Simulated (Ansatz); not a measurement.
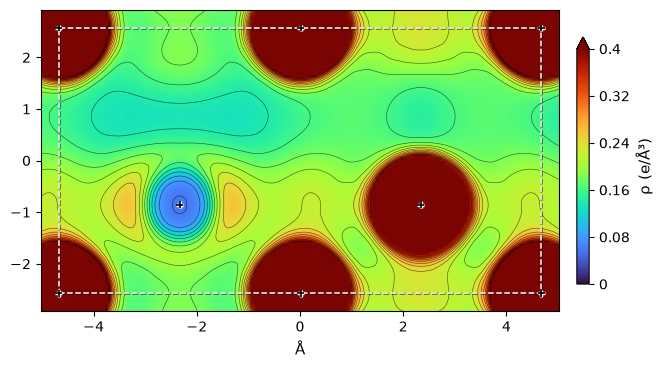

The valence charge density (pseudo) on a plane through atoms (crosses mark nuclei in the plane).

The calculation used Kohn-Sham DFT of a periodic cell, r2SCAN, Ansatz PAW (Ansatz).

Candidates:
A. Ti$_{3}$Al, a = 2.97 Å, b = 2.97 Å, c = 9.35 Å, α = 90.00°, β = 90.00°, γ = 120.00°. Space group P-6m2; a structure from a database of computed crystals, not necessarily the ambient phase; computed pressure about −5 GPa in this cell.
B. MgSi, a = 2.94 Å, b = 10.63 Å, c = 4.25 Å, α = 90.00°, β = 90.00°, γ = 90.00°. Space group Cmcm; a structure from a database of computed crystals, not necessarily the ambient phase; computed pressure about 3 GPa in this cell.

Which candidate gave the map?

Answer. Candidate A: Ti$_{3}$Al on the (110) plane of the conventional cell, which holds Ti and Al. Ti–Ti (2.89 Å): ρ at the midpoint is about 0.19 e/Å³. Ti–Al (2.90 Å): ρ at the midpoint is about 0.19 e/Å³.
